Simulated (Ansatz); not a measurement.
## Geometry relaxation, with input and output: HfS$_{2}$ (part 1 of 2)

System: HfS$_{2}$ (P-3m1, 3 atoms in the cell).
Method: DFT PBEsol, scalar-relativistic, plane waves, PAW, no spin polarisation (Ansatz 0.2.0).

The structure derives from a Materials Project entry. It belongs to a series of runs on one base structure; here: elastic constants, atoms relaxed.

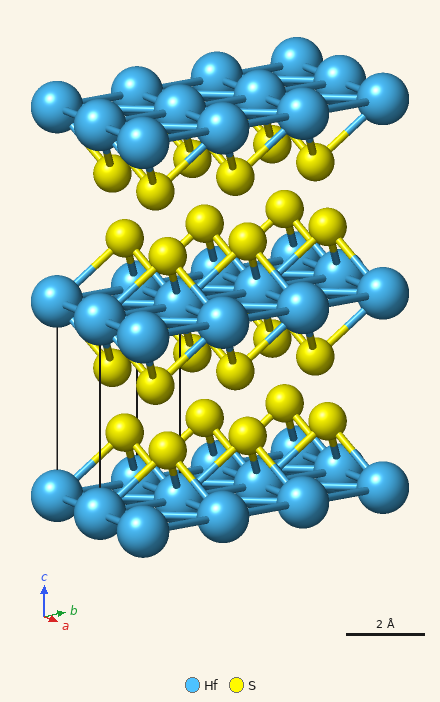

Fig. 1: The input geometry (ball-and-stick view of the cell of the calculation, repeated 2 × 3 × 2, seen slightly off an axis). An atom can appear more than once, as a periodic image. Near neighbours in the periodic cell (some may lie outside the picture): Hf has 6 Hf at 3.21 Å and 6 S at 2.41 Å; S has 3 Hf at 2.41 Å.

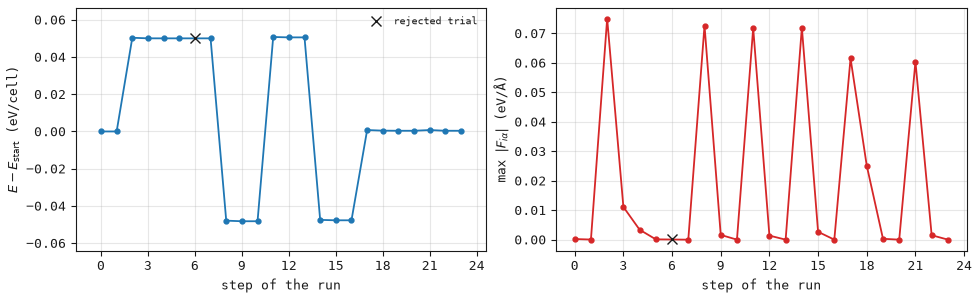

Fig. 2: Progress of the relaxation, step by step (the first geometry is step 0 here and step 1 in the log).

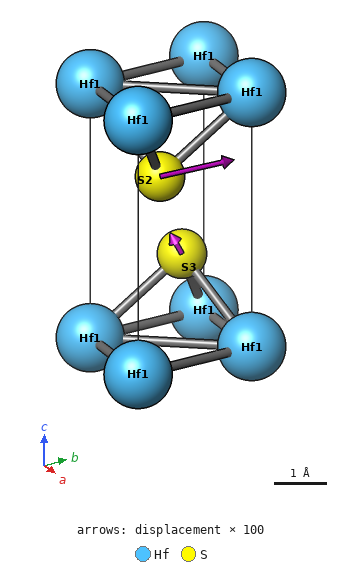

Fig. 3: The starting structure with the displacements as pink arrows, magnified 100 times (ball-and-stick view of the cell of the calculation, seen slightly off an axis). S2 moves most: 0.015 Å. Hf stays in place. The cell stays as it was. Distances before and after: Hf1–S2 2.410 → 2.397 Å. The space group (tolerance 0.01 Å) goes from P-3m1 (No. 164) to Cm (No. 8). The energy rises by 0.4 meV per cell of the calculation in 23 geometry steps. The largest force component goes from 0.00022 to under 0.0001 eV/Å. The line search rejected the trial step at point 6 (counted from 0) and went back. (Atoms are counted from 1 in the order of the input.)

The input that produced these results follows, with the program's output.

## Input file
```yaml
crystal:
  lattice:
    - [3.2061252656, 0.0, 0.0]
    - [-1.6030626328, 2.7765859278, 0.0]
    - [0.0, 0.0, 5.0522229924]
  atoms:
    - { symbol: Hf, position: [0.0, 0.0, 0.0] }
    - { symbol: S, position: [0.6666666667, 0.3333333333, 0.6944603653] }
    - { symbol: S, position: [0.3333333333, 0.6666666667, 0.3055396347] }
basis:
  ecutwfc: 420
kpoints:
  mp_grid: { grid: [18, 18, 8] }
hamiltonian:
  xc: pbesol
scf:
  occupations: { method: fermi_dirac, width: 0.15 }
output:
  forces: true
  stress: true
  eigenvalues: true
elastic:
  mode: relaxed_ion
  amplitude: 0.005
  stencil: two_point
```

Run as:
```bash
ansatz run input.yaml --threads 1 --pin off --max-ram 3072MiB --backend cpu --events-out ev --progress --plain --runs-dir out
```

## What the program printed
```
band count auto-derived: 24 (N_el = 38.0; filled up to band 19; 23 by the electrons, moments and atoms)
Engine: ansatz 0.2.0, aarch64-unknown-linux-gnu
Pseudopotentials: kind: paw
Pseudopotential: Hf, paw, valence charge 26, recommended cutoff 420 eV (normal), Hf.paw.azcp
Pseudopotential: S, paw, valence charge 6, recommended cutoff 420 eV (normal), S.paw.azcp
Functional definition: PBEsol
  exchange = pbesol_x
  correlation = pbesol_c
Crystal: 3 atoms, lattice volume = 44.975 Å³
Basis set: ecut = 420 eV, 881 PW (Γ), exchange–correlation on 48×48×72 points (8 copies of the dense FFT grid, shifted against one another)
Bands: 24, of which v1, the nominal top of the filled ones, is band 19 counted from 1 (18 counted from 0)
Symmetry: 12 space group operations
Space group: P-3m1 (ITA 164), of the structure as read, at distance tolerance 3.6e-5 Å
k-points: 266 of 2592
Non-local potential: Hf, projectors of the file, l = 0: 3, l = 1: 2, l = 2: 2, l = 3: 3
Non-local potential: S, projectors of the file, l = 0: 2, l = 1: 2, l = 2: 2
PAW form: soft (Blöchl's): semilocal exchange-correlation on the pseudo side does not see the compensation charge
PAW frozen core: Hf, regenerated for the run's functional, and the local potential with it (the file was generated under x = pbe(κ = 0.804, μ = 0.2195149727645171), c = pbe(β = 0.06672455060314922))
PAW frozen core: S, regenerated for the run's functional, and the local potential with it (the file was generated under x = pbe(κ = 0.804, μ = 0.2195149727645171), c = pbe(β = 0.06672455060314922))
PAW one-centre angular grid: Hf, 590 points (default); XC on 64 Gauss nodes
PAW one-centre angular grid: S, 110 points (default); XC on 64 Gauss nodes
Initial density: superposition of atomic densities (neutral atoms: chi_scale 0, normalization atom), corrected by the library's trained network
Initial wavefunctions: pseudopotential atomic-orbital guess
Functional: x = pbesol(κ = 0.804, μ = 0.12345679012345678), c = pbesol(β = 0.046)
SCF iter   1: F=—  HF=-17371.055241 eV  |F-HF|=—  |Δ(HF+E_count)|=         —  Δρ=7.20e-3  dr2=2.70e-2  ethr=1.77e-3  ⟨swp⟩=5.0  Hψ=26907  notcnv=0
preconditioner: auto → Kerker (q_TF=auto, 2.653 Å⁻¹)  [metal: Δε(μ)=0.012 eV  Ē_g=16.374 eV  σ=0.150 eV  W_gap=0.02  n_scr=22 (ndim 8)  ℏωp=33.2 eV  f_vac=0.000  D(μ)=0.65/eV (n_scr^D=2)]
SCF iter   2: F=—  HF=-17371.048649 eV  |F-HF|=—  |Δ(HF+E_count)|=   6.59e-3  Δρ=3.63e-3  dr2=6.07e-3  ethr=7.11e-5  ⟨swp⟩=1.5  Hψ=8810  notcnv=0
SCF iter   3: F=—  HF=-17371.047579 eV  |F-HF|=—  |Δ(HF+E_count)|=   1.07e-3  Δρ=7.87e-4  dr2=4.13e-4  ethr=1.60e-5  ⟨swp⟩=2.0  Hψ=10195  notcnv=0
SCF iter   4: F=—  HF=-17371.047453 eV  |F-HF|=—  |Δ(HF+E_count)|=   1.26e-4  Δρ=4.18e-4  dr2=1.16e-4  ethr=1.09e-6  ⟨swp⟩=2.1  Hψ=10210  notcnv=0
SCF iter   5: F=—  HF=-17371.047421 eV  |F-HF|=—  |Δ(HF+E_count)|=   3.22e-5  Δρ=1.51e-4  dr2=2.16e-5  ethr=3.05e-7  ⟨swp⟩=2.7  Hψ=11457  notcnv=0
SCF iter   6: F=—  HF=-17371.047440 eV  |F-HF|=—  |Δ(HF+E_count)|=   1.95e-5  Δρ=4.26e-5  dr2=1.97e-6  ethr=5.69e-8  ⟨swp⟩=2.4  Hψ=9482  notcnv=0
SCF iter   7: F=—  HF=-17371.047439 eV  |F-HF|=—  |Δ(HF+E_count)|=   1.10e-6  Δρ=9.84e-6  dr2=9.19e-8  ethr=5.20e-9  ⟨swp⟩=2.4  Hψ=9063  notcnv=0
SCF iter   8: F=—  HF=-17371.047439 eV  |F-HF|=—  |Δ(HF+E_count)|=   1.64e-8  Δρ=1.90e-6  dr2=1.82e-9  ethr=2.42e-10  ⟨swp⟩=2.0  Hψ=10155  notcnv=0
SCF iter   9: F=—  HF=-17371.047439 eV  |F-HF|=—  |Δ(HF+E_count)|=  3.24e-10  Δρ=5.35e-7  dr2=1.46e-10  ethr=4.80e-12  ⟨swp⟩=2.1  Hψ=11020  notcnv=0
SCF iter  10: F=—  HF=-17371.047439 eV  |F-HF|=—  |Δ(HF+E_count)|=  4.00e-11  Δρ=1.17e-7  dr2=7.22e-12  ethr=3.83e-13 (applied; sched 1.00e-12)  ⟨swp⟩=2.1  Hψ=10468  notcnv=0
SCF iter  11: F=—  HF=-17371.047439 eV  |F-HF|=—  |Δ(HF+E_count)|=  3.64e-12  Δρ=2.38e-8  dr2=2.34e-13  ethr=1.90e-14 (applied; sched 1.00e-12)  ⟨swp⟩=2.1  Hψ=8216  notcnv=0
SCF iter  12: F=-17371.047439 eV  HF=-17371.047439 eV  |F-HF|=3.64e-12  |Δ(HF+E_count)|=    0.00e0  Δρ=3.97e-9  dr2=5.10e-15  ethr=1.00e-12  ⟨swp⟩=4.1  Hψ=22335  notcnv=0
SCF 1 converged in 12 iterations: F = -17371.047439 eV  dr2 = 5.10e-15
  greatest PAW one-centre occupation: 0.998 electrons in one spin orbital (limit 2), on the Hf atom at site 0 (counted from 0), in its partial waves of l = 0
relax step   1: F+E_penalty+E_count = -17371.04743895 eV  Δ(F+E_penalty+E_count) = +0.000e0 eV  max|allowed force component| = 2.156e-4 eV/Å  Δτ_max = 0.0000 Å  (12 SCF iters, accepted)
Initial density: handed on by an earlier stage of this run
Initial wavefunctions: pseudopotential atomic-orbital guess (no wavefunctions were taken with the density)
iter 1 solved again at ethr=8.70e-8 eV; its pass at ethr=3.10e-3 eV (dr2=3.31e-5 eV) is discarded
SCF iter   1: F=—  HF=-17371.047419 eV  |F-HF|=—  |Δ(HF+E_count)|=         —  Δρ=1.82e-5  dr2=6.47e-7  ethr=8.70e-8  ⟨swp⟩=3.1  Hψ=45129  notcnv=0
preconditioner: auto → Kerker (q_TF=auto, 2.653 Å⁻¹)  [metal: Δε(μ)=0.008 eV  Ē_g=16.407 eV  σ=0.150 eV  W_gap=0.01  n_scr=22 (ndim 8)  ℏωp=33.2 eV  f_vac=0.000  D(μ)=0.63/eV (n_scr^D=2)]
SCF iter   2: F=—  HF=-17371.047439 eV  |F-HF|=—  |Δ(HF+E_count)|=   2.05e-5  Δρ=9.48e-6  dr2=1.94e-7  ethr=1.70e-9  ⟨swp⟩=1.9  Hψ=7913  notcnv=0
SCF iter   3: F=—  HF=-17371.047439 eV  |F-HF|=—  |Δ(HF+E_count)|=   3.96e-8  Δρ=3.28e-6  dr2=1.39e-8  ethr=5.11e-10  ⟨swp⟩=2.6  Hψ=10027  notcnv=0
SCF iter   4: F=—  HF=-17371.047439 eV  |F-HF|=—  |Δ(HF+E_count)|=   6.40e-9  Δρ=2.22e-6  dr2=3.18e-9  ethr=3.65e-11  ⟨swp⟩=2.0  Hψ=11438  notcnv=0
SCF iter   5: F=—  HF=-17371.047439 eV  |F-HF|=—  |Δ(HF+E_count)|=  9.60e-10  Δρ=6.82e-7  dr2=2.30e-10  ethr=8.36e-12  ⟨swp⟩=2.0  Hψ=9892  notcnv=0
SCF iter   6: F=—  HF=-17371.047439 eV  |F-HF|=—  |Δ(HF+E_count)|=    0.00e0  Δρ=1.64e-7  dr2=1.74e-11  ethr=6.05e-13 (applied; sched 1.00e-12)  ⟨swp⟩=2.6  Hψ=11251  notcnv=0
SCF iter   7: F=—  HF=-17371.047439 eV  |F-HF|=—  |Δ(HF+E_count)|=  7.28e-12  Δρ=3.75e-8  dr2=7.69e-13  ethr=4.57e-14 (applied; sched 1.00e-12)  ⟨swp⟩=2.0  Hψ=8882  notcnv=0
SCF iter   8: F=—  HF=-17371.047439 eV  |F-HF|=—  |Δ(HF+E_count)|=  3.64e-12  Δρ=1.39e-8  dr2=9.88e-14  ethr=1.00e-12  ⟨swp⟩=4.7  Hψ=24239  notcnv=0
SCF iter   9: F=-17371.047439 eV  HF=-17371.047439 eV  |F-HF|=7.28e-12  |Δ(HF+E_count)|=  3.64e-12  Δρ=3.86e-9  dr2=6.46e-15  ethr=1.00e-12  ⟨swp⟩=4.3  Hψ=21795  notcnv=0
SCF 2 converged in 9 iterations: F = -17371.047439 eV  dr2 = 6.46e-15
relax step   2: F+E_penalty+E_count = -17371.04743895 eV  Δ(F+E_penalty+E_count) = -1.888e-9 eV  max|allowed force component| = 4.156e-5 eV/Å  Δτ_max = 0.0000 Å  (9 SCF iters, accepted)
[... from here on the SCF iterations and repeated set-up lines of each step are left out, up to the last step ...]
SCF 3 converged in 9 iterations: F = -17371.047439 eV  dr2 = 8.66e-14
SCF 4 converged in 13 iterations: F = -17370.997097 eV  dr2 = 4.36e-15
relax step   1: F+E_penalty+E_count = -17370.99709708 eV  Δ(F+E_penalty+E_count) = +0.000e0 eV  max|allowed force component| = 7.503e-2 eV/Å  Δτ_max = 0.0000 Å  (13 SCF iters, accepted)
SCF 5 converged in 10 iterations: F = -17370.997403 eV  dr2 = 2.81e-14
relax step   2: F+E_penalty+E_count = -17370.99740303 eV  Δ(F+E_penalty+E_count) = -3.060e-4 eV  max|allowed force component| = 1.111e-2 eV/Å  Δτ_max = 0.0036 Å  (10 SCF iters, accepted)
SCF 6 converged in 8 iterations: F = -17370.997415 eV  dr2 = 2.18e-14
relax step   3: F+E_penalty+E_count = -17370.99741467 eV  Δ(F+E_penalty+E_count) = -1.163e-5 eV  max|allowed force component| = 3.374e-3 eV/Å  Δτ_max = 0.0008 Å  (8 SCF iters, accepted)
SCF 7 converged in 8 iterations: F = -17370.997416 eV  dr2 = 1.37e-14
relax step   4: F+E_penalty+E_count = -17370.99741601 eV  Δ(F+E_penalty+E_count) = -1.342e-6 eV  max|allowed force component| = 1.064e-4 eV/Å  Δτ_max = 0.0004 Å  (8 SCF iters, accepted)
SCF 8 converged in 7 iterations: F = -17370.997416 eV  dr2 = 8.38e-15
relax step   5: F+E_penalty+E_count = -17370.99741601 eV  Δ(F+E_penalty+E_count) = +4.002e-10 eV  max|allowed force component| = 1.450e-4 eV/Å  Δτ_max = 0.0000 Å  (7 SCF iters, rejected (line search))
SCF 9 converged in 6 iterations: F = -17370.997416 eV  dr2 = 5.06e-14
relax step   6: F+E_penalty+E_count = -17370.99741601 eV  Δ(F+E_penalty+E_count) = -4.729e-10 eV  max|allowed force component| = 3.955e-7 eV/Å  Δτ_max = 0.0000 Å  (6 SCF iters, accepted)
SCF 10 converged in 7 iterations: F = -17370.997416 eV  dr2 = 2.36e-14
SCF 11 converged in 13 iterations: F = -17371.095364 eV  dr2 = 7.29e-15
relax step   1: F+E_penalty+E_count = -17371.09536420 eV  Δ(F+E_penalty+E_count) = +0.000e0 eV  max|allowed force component| = 7.267e-2 eV/Å  Δτ_max = 0.0000 Å  (13 SCF iters, accepted)
SCF 12 converged in 10 iterations: F = -17371.095672 eV  dr2 = 5.55e-14
relax step   2: F+E_penalty+E_count = -17371.09567186 eV  Δ(F+E_penalty+E_count) = -3.077e-4 eV  max|allowed force component| = 1.613e-3 eV/Å  Δτ_max = 0.0042 Å  (10 SCF iters, accepted)
SCF 13 converged in 8 iterations: F = -17371.095672 eV  dr2 = 1.27e-14
relax step   3: F+E_penalty+E_count = -17371.09567204 eV  Δ(F+E_penalty+E_count) = -1.818e-7 eV  max|allowed force component| = 8.946e-6 eV/Å  Δτ_max = 0.0001 Å  (8 SCF iters, accepted)
SCF 14 converged in 8 iterations: F = -17371.095672 eV  dr2 = 7.83e-14
SCF 15 converged in 13 iterations: F = -17370.996679 eV  dr2 = 5.36e-15
relax step   1: F+E_penalty+E_count = -17370.99667921 eV  Δ(F+E_penalty+E_count) = +0.000e0 eV  max|allowed force component| = 7.180e-2 eV/Å  Δτ_max = 0.0000 Å  (13 SCF iters, accepted)
SCF 16 converged in 10 iterations: F = -17370.996892 eV  dr2 = 7.30e-15
relax step   2: F+E_penalty+E_count = -17370.99689217 eV  Δ(F+E_penalty+E_count) = -2.130e-4 eV  max|allowed force component| = 1.383e-3 eV/Å  Δτ_max = 0.0030 Å  (10 SCF iters, accepted)
SCF 17 converged in 7 iterations: F = -17370.996892 eV  dr2 = 6.42e-14
relax step   3: F+E_penalty+E_count = -17370.99689225 eV  Δ(F+E_penalty+E_count) = -7.915e-8 eV  max|allowed force component| = 9.031e-7 eV/Å  Δτ_max = 0.0001 Å  (7 SCF iters, accepted)
SCF 18 converged in 6 iterations: F = -17370.996892 eV  dr2 = 5.62e-14
SCF 19 converged in 12 iterations: F = -17371.094945 eV  dr2 = 3.56e-14
relax step   1: F+E_penalty+E_count = -17371.09494454 eV  Δ(F+E_penalty+E_count) = +0.000e0 eV  max|allowed force component| = 7.198e-2 eV/Å  Δτ_max = 0.0000 Å  (12 SCF iters, accepted)
SCF 20 converged in 10 iterations: F = -17371.095167 eV  dr2 = 7.45e-15
relax step   2: F+E_penalty+E_count = -17371.09516682 eV  Δ(F+E_penalty+E_count) = -2.223e-4 eV  max|allowed force component| = 2.668e-3 eV/Å  Δτ_max = 0.0030 Å  (10 SCF iters, accepted)
SCF 21 converged in 8 iterations: F = -17371.095167 eV  dr2 = 2.65e-14
relax step   3: F+E_penalty+E_count = -17371.09516712 eV  Δ(F+E_penalty+E_count) = -3.055e-7 eV  max|allowed force component| = 2.283e-6 eV/Å  Δτ_max = 0.0001 Å  (8 SCF iters, accepted)
SCF 22 converged in 8 iterations: F = -17371.095167 eV  dr2 = 9.66e-14
SCF 23 converged in 11 iterations: F = -17371.046672 eV  dr2 = 2.36e-14
relax step   1: F+E_penalty+E_count = -17371.04667187 eV  Δ(F+E_penalty+E_count) = +0.000e0 eV  max|allowed force component| = 6.154e-2 eV/Å  Δτ_max = 0.0000 Å  (11 SCF iters, accepted)
SCF 24 converged in 9 iterations: F = -17371.046998 eV  dr2 = 1.31e-14
relax step   2: F+E_penalty+E_count = -17371.04699821 eV  Δ(F+E_penalty+E_count) = -3.263e-4 eV  max|allowed force component| = 2.509e-2 eV/Å  Δτ_max = 0.0038 Å  (9 SCF iters, accepted)
SCF 25 converged in 9 iterations: F = -17371.047064 eV  dr2 = 7.97e-15
relax step   3: F+E_penalty+E_count = -17371.04706365 eV  Δ(F+E_penalty+E_count) = -6.544e-5 eV  max|allowed force component| = 2.995e-4 eV/Å  Δτ_max = 0.0026 Å  (9 SCF iters, accepted)
SCF 26 converged in 6 iterations: F = -17371.047064 eV  dr2 = 5.29e-14
relax step   4: F+E_penalty+E_count = -17371.04706366 eV  Δ(F+E_penalty+E_count) = -5.719e-9 eV  max|allowed force component| = 9.938e-7 eV/Å  Δτ_max = 0.0000 Å  (6 SCF iters, accepted)
SCF 27 converged in 8 iterations: F = -17371.047064 eV  dr2 = 9.62e-14
SCF 28 converged in 11 iterations: F = -17371.046676 eV  dr2 = 2.30e-14
relax step   1: F+E_penalty+E_count = -17371.04667638 eV  Δ(F+E_penalty+E_count) = +0.000e0 eV  max|allowed force component| = 6.040e-2 eV/Å  Δτ_max = 0.0000 Å  (11 SCF iters, accepted)
SCF 29 converged in 9 iterations: F = -17371.047064 eV  dr2 = 2.31e-14
relax step   2: F+E_penalty+E_count = -17371.04706359 eV  Δ(F+E_penalty+E_count) = -3.872e-4 eV  max|allowed force component| = 1.508e-3 eV/Å  Δτ_max = 0.0063 Å  (9 SCF iters, accepted)
SCF iter   1: F=—  HF=-17371.047043 eV  |F-HF|=—  |Δ(HF+E_count)|=         —  Δρ=9.75e-6  dr2=4.45e-8  ethr=1.35e-9  ⟨swp⟩=6.2  Hψ=76577  notcnv=0
SCF iter   2: F=—  HF=-17371.047064 eV  |F-HF|=—  |Δ(HF+E_count)|=   2.11e-5  Δρ=5.93e-6  dr2=1.61e-8  ethr=1.17e-10  ⟨swp⟩=1.7  Hψ=26755  notcnv=0
SCF iter   3: F=—  HF=-17371.047064 eV  |F-HF|=—  |Δ(HF+E_count)|=   5.32e-9  Δρ=8.94e-7  dr2=3.55e-10  ethr=4.24e-11  ⟨swp⟩=2.0  Hψ=26938  notcnv=0
SCF iter   4: F=—  HF=-17371.047064 eV  |F-HF|=—  |Δ(HF+E_count)|=  2.22e-10  Δρ=5.65e-7  dr2=1.02e-10  ethr=9.35e-13 (applied; sched 1.00e-12)  ⟨swp⟩=2.0  Hψ=29964  notcnv=0
SCF iter   5: F=—  HF=-17371.047064 eV  |F-HF|=—  |Δ(HF+E_count)|=  4.37e-11  Δρ=2.35e-7  dr2=2.20e-11  ethr=2.67e-13 (applied; sched 1.00e-12)  ⟨swp⟩=2.0  Hψ=26434  notcnv=0
SCF iter   6: F=—  HF=-17371.047064 eV  |F-HF|=—  |Δ(HF+E_count)|=  3.64e-12  Δρ=6.11e-8  dr2=1.96e-12  ethr=5.79e-14 (applied; sched 1.00e-12)  ⟨swp⟩=2.1  Hψ=28041  notcnv=0
SCF iter   7: F=—  HF=-17371.047064 eV  |F-HF|=—  |Δ(HF+E_count)|=  7.28e-12  Δρ=1.32e-8  dr2=1.83e-13  ethr=5.15e-15 (applied; sched 1.00e-12)  ⟨swp⟩=2.2  Hψ=22023  notcnv=0
SCF iter   8: F=-17371.047064 eV  HF=-17371.047064 eV  |F-HF|=7.28e-12  |Δ(HF+E_count)|=  3.64e-12  Δρ=3.85e-9  dr2=1.13e-14  ethr=1.00e-12  ⟨swp⟩=4.0  Hψ=55307  notcnv=0
SCF 30 converged in 8 iterations: F = -17371.047064 eV  dr2 = 1.13e-14
relax step   3: F+E_penalty+E_count = -17371.04706378 eV  Δ(F+E_penalty+E_count) = -1.908e-7 eV  max|allowed force component| = 1.289e-5 eV/Å  Δτ_max = 0.0001 Å  (8 SCF iters, accepted)
iter 1 solved again at ethr=1.00e-12 eV; its pass at ethr=3.10e-3 eV (dr2=5.71e-11 eV) is discarded
```
